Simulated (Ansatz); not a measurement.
Start from this file.

```
P
1.0
     3.18522    0.00000    0.00000
     0.00000   33.81132    0.00000
     0.00000    0.00000    4.77105
P
4
Direct
  0.00000 0.47026 0.59215
  0.00000 0.52974 0.40785
  0.50000 0.52974 0.09215
  0.50000 0.47026 0.90785
```

**What would you see if this were drawn?**

The element is phosphorus. The cell holds four atoms. Around each P lie three P in a trigonal pyramidal arrangement at 2.19 Å. The bonds build P layers parallel to (010).

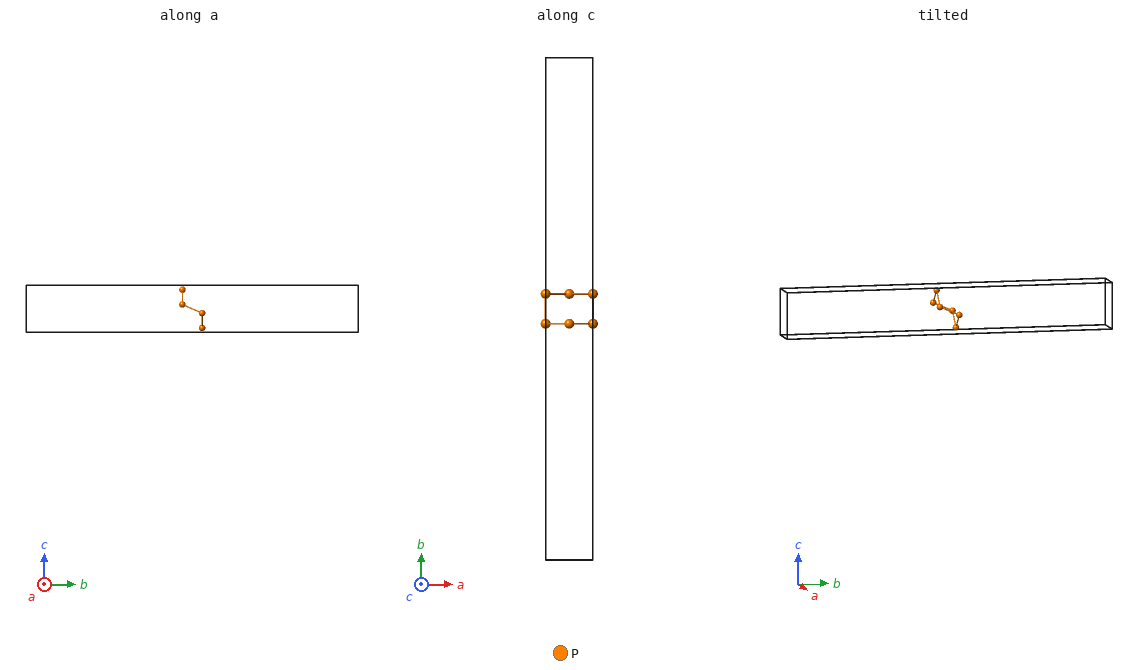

We look at a ball-and-stick model of the crystal along the a axis, along the c axis and slightly off an axis. The simulation cell is outlined; an atom on or near a face, edge or corner is repeated at each equivalent position.

The structure was taken from a structure listed in the Materials Project. The cell was then strained or its atoms displaced on purpose. An electronic-structure calculation with Ansatz was run on it.

At this level of theory the run's own cell isn't at rest (forces up to 0.7 eV/Å), so its distances can differ from those at equilibrium, the more so the softer the solid.
